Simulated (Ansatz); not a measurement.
## Geometry relaxation of Ta (part 1 of 3)

System: Ta (slab, 16 atoms in the cell).
Method: DFT PBE+D3(BJ), scalar-relativistic, plane waves, PAW, no spin polarisation (Ansatz 0.2.0).

The structure derives from an entry of the Crystallography Open Database. The input holds or restrains some coordinates. Forces given for the steps count only the free coordinates. It belongs to a series of runs on one base structure; here: clean slab, lower half held. Figures and captions count atoms from 1; the log counts them from 0 in places.

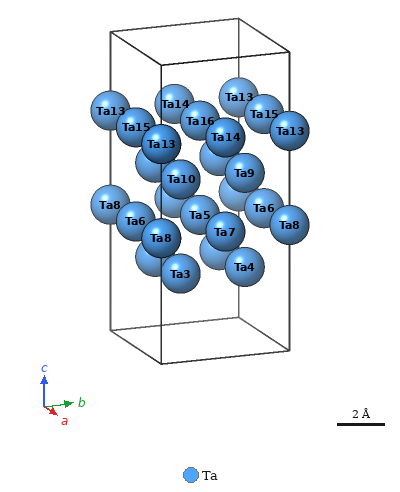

**Figure 1.** The starting structure (spheres-only view of the cell of the calculation, with the vacuum cut short, seen slightly off an axis; atoms are numbered from 1 in the order of the input). An atom can appear more than once, as a periodic image.

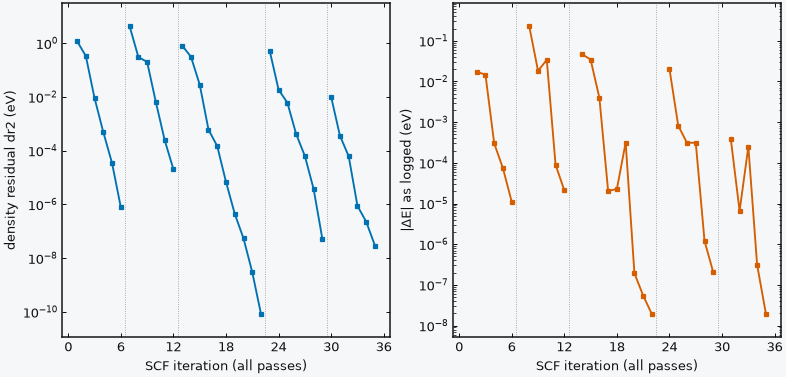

**Figure 2.** Convergence of the self-consistent field: density residual dr2 and size of the energy change against the SCF iteration. The dotted lines part the SCF passes of the relaxation: geometry steps, rejected trials and re-solves on a re-selected basis. The 5 passes take 6 to 10 iterations each, 35 in all.

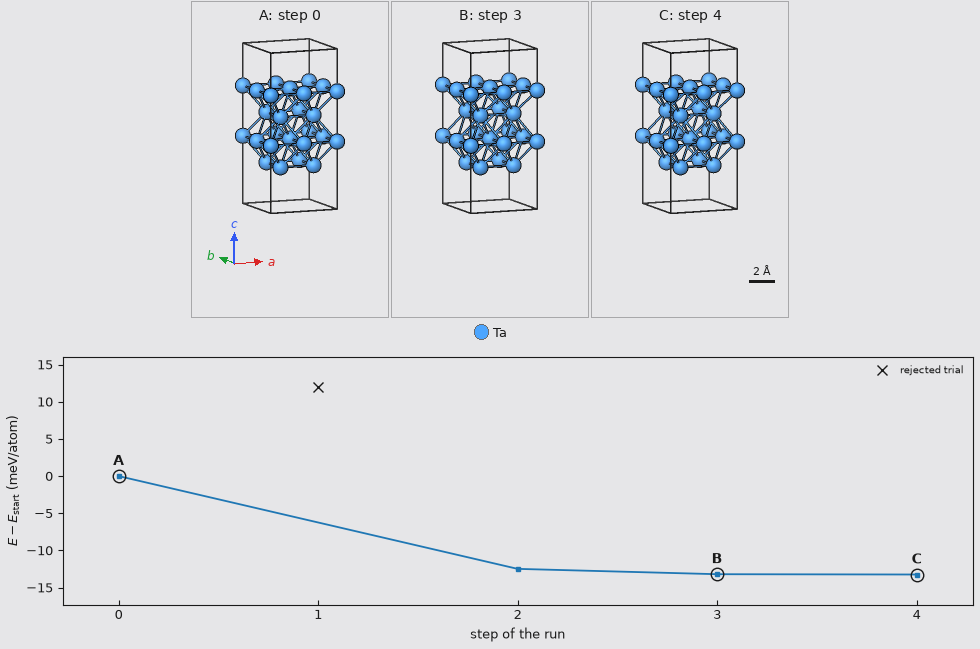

**Figure 3.** Frames of the restrained relaxation (ball-and-stick view of the cell of the calculation, with the vacuum cut short, seen slightly off an axis) above the curves, on which the letters mark them (the first geometry is step 0 here and step 1 in the log).

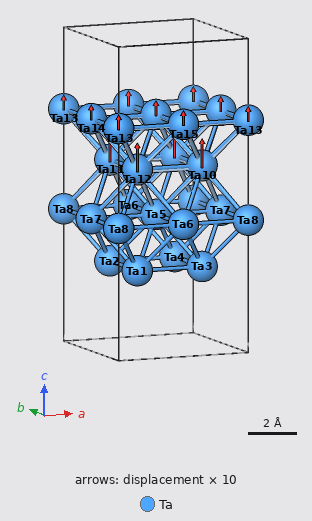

**Figure 4.** Start (faint) and end (solid) with the displacements as red arrows, magnified 10 times (ball-and-stick view of the cell of the calculation, with the vacuum cut short, seen slightly off an axis). Over 4 geometry steps the energy falls by 13.2 meV per atom. Largest force component: 1 eV/Å at the start, 0.0016 eV/Å at the end. The line search rejected the trial step at point 1 (counted from 0) and went back. The largest moves, 0.13 Å, are those of Ta9, Ta10, Ta11 and Ta12. The cell stays as it was. Among the contacts that change: Ta5–Ta10 2.957 → 3.049 Å, Ta10–Ta13 2.957 → 2.915 Å. (Atoms are counted from 1 in the order of the input.)

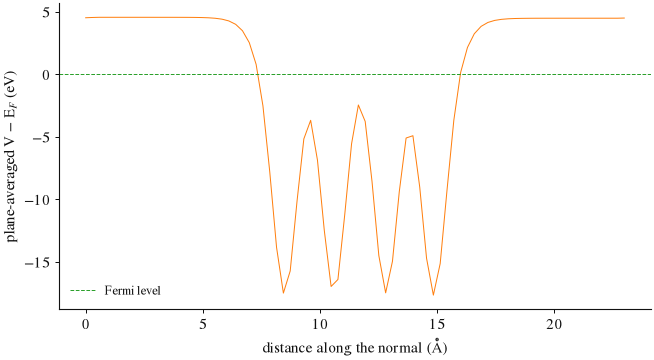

**Figure 5.** Plane average of the electrostatic potential energy of an electron across the cell, from the Fermi level. The vacuum level lies 4.48 eV above the Fermi level on the upper side and 4.55 eV on the lower.

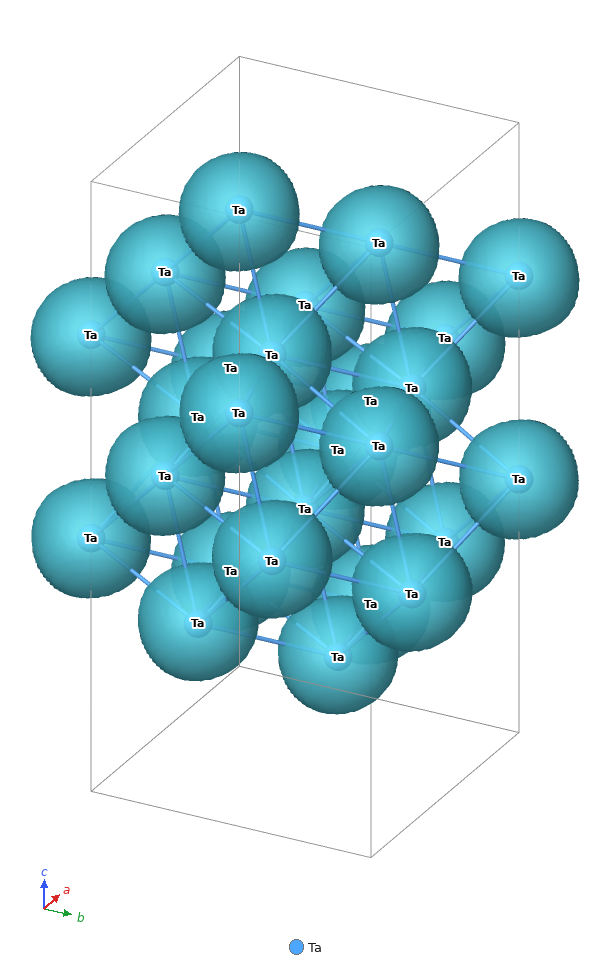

**Figure 6.** Isosurface of the valence charge density (pseudo) at 0.4 e/Å³ (cyan), seen at an oblique angle. Sticks mark near contacts. At this value the density breaks into separate islands; it holds about 75 % of the electrons treated as valence (semicore included). It is pinched off along the Ta–Ta (2.92 Å), Ta–Ta (2.96 Å) and Ta–Ta (3.05 Å) contacts. On the grid the lowest density along these lines, outside the cores, is 0.29 e/Å³ (Ta–Ta, 2.92 Å), 0.28 e/Å³ (Ta–Ta, 2.96 Å) and 0.25 e/Å³ (Ta–Ta, 3.05 Å). The fields are those of the smooth PAW valence density.

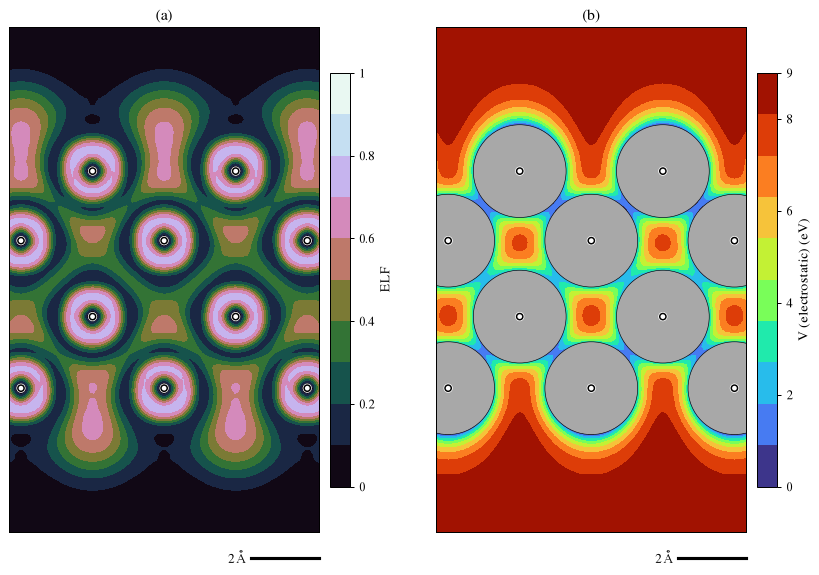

**Figure 7.** (a) electron localisation function; (b) electrostatic potential energy of an electron on the (110) plane of the calculation cell, a cut from vacuum to vacuum. Circles mark the nuclei in the plane (Ta). Grey discs, where drawn, cover atomic cores. Atoms in the plane: Ta. Ta–Ta (2.92 Å): the ELF is about 0.30 at the midpoint (no shared electron pair). Ta–Ta (2.96 Å): the ELF is about 0.30 at the midpoint (no shared electron pair). The strong features right at Ta lie inside the PAW spheres (semicore, d or f shells) and say nothing about bonding.

The input and output of the run follow.

Input:
```yaml
crystal:
  lattice:
    - [5.9136804081, 0.0, 0.0]
    - [0.0, 5.9136804081, 0.0]
    - [0.0, 0.0, 23.2724052775]
  atoms:
    - { symbol: Ta, position: [0.25, 0.25, 0.3652394284] }
    - { symbol: Ta, position: [0.25, 0.75, 0.3652394284] }
    - { symbol: Ta, position: [0.75, 0.25, 0.3652394284] }
    - { symbol: Ta, position: [0.75, 0.75, 0.3652394284] }
    - { symbol: Ta, position: [0.5, 0.5, 0.4550798095] }
    - { symbol: Ta, position: [0.5, 0.0, 0.4550798095] }
    - { symbol: Ta, position: [0.0, 0.5, 0.4550798095] }
    - { symbol: Ta, position: [0.0, 0.0, 0.4550798095] }
    - { symbol: Ta, position: [0.75, 0.75, 0.5449201905] }
    - { symbol: Ta, position: [0.75, 0.25, 0.5449201905] }
    - { symbol: Ta, position: [0.25, 0.75, 0.5449201905] }
    - { symbol: Ta, position: [0.25, 0.25, 0.5449201905] }
    - { symbol: Ta, position: [0.0, 0.0, 0.6347605716] }
    - { symbol: Ta, position: [0.0, 0.5, 0.6347605716] }
    - { symbol: Ta, position: [0.5, 0.0, 0.6347605716] }
    - { symbol: Ta, position: [0.5, 0.5, 0.6347605716] }
basis:
  ecutwfc: 420
kpoints:
  mp_grid: { grid: [5, 5, 1] }
hamiltonian:
  xc: pbe
  dispersion: d3bj
scf:
  occupations: { method: gaussian, width: 0.1 }
output:
  forces: true
  eigenvalues: true
  write_density: true
  write_potential: true
  elf: true
  volumetric_format: npy
relax:
  adjacent_minimum: "off"
  f_tol: 0.03
  max_steps: 70
  constraints: [{ sites: [0, 1, 2, 3, 4, 5, 6, 7] }]
efield:
  axis: 3
  dipole_correction: true
  ramp_width: 0.04
```

Command:
```bash
ansatz run input.yaml --threads 2 --pin off --max-ram 5120MiB --backend cpu --events-out ev --progress --plain --runs-dir out
```

Log:
```
Engine: ansatz 0.2.0, x86_64-unknown-linux-gnu
Pseudopotentials: kind: paw
Pseudopotential: Ta, paw, valence charge 13, recommended cutoff 420 eV (normal), Ta.paw.azcp
Functional definition: PBE
  parameter kappa = 0.804
  parameter beta = 0.06672455060314922
  exchange = pbe_x(kappa = kappa, mu = beta*pi^2/3)
  correlation = pbe_c(beta = beta)
Crystal: 16 atoms, lattice volume = 813.874 Å³
Basis set: ecut = 420 eV, 15809 PW (Γ), exchange–correlation on 80×80×320 points (8 copies of the dense FFT grid, shifted against one another)
Bands: 125, of which v1, the nominal top of the filled ones, is band 104 counted from 1 (103 counted from 0)
Symmetry: 32 space group operations
k-points: 6 of 25
Non-local potential: Ta, projectors of the file, l = 0: 3, l = 1: 2, l = 2: 2, l = 3: 1
PAW form: soft (Blöchl's): semilocal exchange-correlation on the pseudo side does not see the compensation charge
PAW one-centre angular grid: Ta, 590 points (default); XC on 64 Gauss nodes
Initial density: superposition of atomic densities (neutral atoms: chi_scale 0, normalization atom), corrected by the library's trained network
Initial wavefunctions: pseudopotential atomic-orbital guess
Functional: x = pbe(κ = 0.804, μ = 0.2195149727645171), c = pbe(β = 0.06672455060314922)
SCF iter   1: F=—  HF=-158909.030964 eV  |F-HF|=—  |Δ(HF+E_count)|=         —  Δρ=5.09e-3  dr2=1.20e0  ethr=1.77e-3  p=0.000 e·Å  D=1.49e-15 V/Å  ΔV_dip=-0.00 eV  dr2_dipole=2.22e-7  V_vac-E_F(+/−)=4.13/4.13 eV  ⟨swp⟩=10.5  Hψ=3628  notcnv=0
efield: sawtooth ramp at fractional position 0.9800 (placed from the atoms, in the widest stretch of the axis that holds none; the zero of the levels goes with the place), width 0.0400; the density the first Hamiltonian is built on has a dipole p = 0.000 e·Å; the dipole correction subtracts the counter field D = 1.49e-15 V/Å, which shifts the + side's vacuum level by -0.00 eV against the − side's; the planar-averaged density in the ramp window peaks in size at 2.7e-5 e/Å³
preconditioner: auto → LDOS  [metal: Δε(μ)=0.068 eV  Ē_g=3.286 eV  σ=0.100 eV  W_gap=0.36  n_scr=132 (ndim 8)  ℏωp=11.6 eV  f_vac=0.544  D(μ)=17.51/eV (n_scr^D=102)  β→1.0]
SCF iter   2: F=—  HF=-158909.013744 eV  |F-HF|=—  |Δ(HF+E_count)|=   1.72e-2  Δρ=1.73e-3  dr2=3.37e-1  ethr=5.77e-4  p=-0.000 e·Å  D=-3.36e-5 V/Å  ΔV_dip=0.00 eV  dr2_dipole=1.39e-6  V_vac-E_F(+/−)=4.71/4.71 eV  ⟨swp⟩=2.3  Hψ=1030  notcnv=0  defer=40
SCF iter   3: F=—  HF=-158908.998949 eV  |F-HF|=—  |Δ(HF+E_count)|=   1.48e-2  Δρ=6.19e-4  dr2=9.06e-3  ethr=1.62e-4  p=0.000 e·Å  D=8.35e-6 V/Å  ΔV_dip=-0.00 eV  dr2_dipole=1.54e-9  V_vac-E_F(+/−)=4.50/4.50 eV  ⟨swp⟩=2.0  Hψ=900  notcnv=0  defer=40
SCF iter   4: F=—  HF=-158908.998649 eV  |F-HF|=—  |Δ(HF+E_count)|=   3.00e-4  Δρ=2.07e-4  dr2=4.88e-4  ethr=4.35e-6  p=-0.000 e·Å  D=-2.83e-6 V/Å  ΔV_dip=0.00 eV  dr2_dipole=5.63e-9  V_vac-E_F(+/−)=4.55/4.55 eV  ⟨swp⟩=3.0  Hψ=1035  notcnv=0  defer=16
SCF iter   5: F=—  HF=-158908.998722 eV  |F-HF|=—  |Δ(HF+E_count)|=   7.34e-5  Δρ=5.35e-5  dr2=3.41e-5  ethr=2.35e-7  p=0.000 e·Å  D=9.50e-7 V/Å  ΔV_dip=-0.00 eV  dr2_dipole=6.08e-10  V_vac-E_F(+/−)=4.55/4.55 eV  ⟨swp⟩=3.3  Hψ=1314  notcnv=0  defer=16
SCF iter   6: F=-158908.998734 eV  HF=-158908.998733 eV  |F-HF|=1.16e-6  |Δ(HF+E_count)|=   1.10e-5  Δρ=1.44e-5  dr2=7.71e-7  ethr=1.08e-8  p=-0.000 e·Å  D=-4.59e-7 V/Å  ΔV_dip=0.00 eV  dr2_dipole=8.66e-11  V_vac-E_F(+/−)=4.55/4.55 eV  ⟨swp⟩=26.5  Hψ=8609  notcnv=0
SCF 1 converged in 6 iterations: F = -158908.998734 eV  dr2 = 7.71e-7
  Residual-converged pass: ⟨swp⟩=1.2  Hψ=776  notcnv=0  max |occ|·‖R‖ = 6.9e-9 eV (tolerance 1.0e-8 eV)  dr2=7.71e-7  dr2_onsite=1.10e-8  max |Δocc| = 1.2e-10
  greatest PAW one-centre occupation: 0.999 electrons in one spin orbital (limit 2), on the Ta atom at site 3 (counted from 0), in its partial waves of l = 0
relax step   1: F+E_penalty+E_count = -158908.99873423 eV  Δ(F+E_penalty+E_count) = +0.000e0 eV  max|allowed force component| = 1.045e0 eV/Å  Δτ_max = 0.0000 Å  (6 SCF iters, dr2 threshold 2.25e-5 eV, accepted)
Initial density: handed on by an earlier stage of this run
Initial wavefunctions: those handed on with the density
iter 1 solved again at ethr=2.06e-3 eV; its pass at ethr=3.10e-3 eV (dr2=4.29e0 eV) is discarded
```
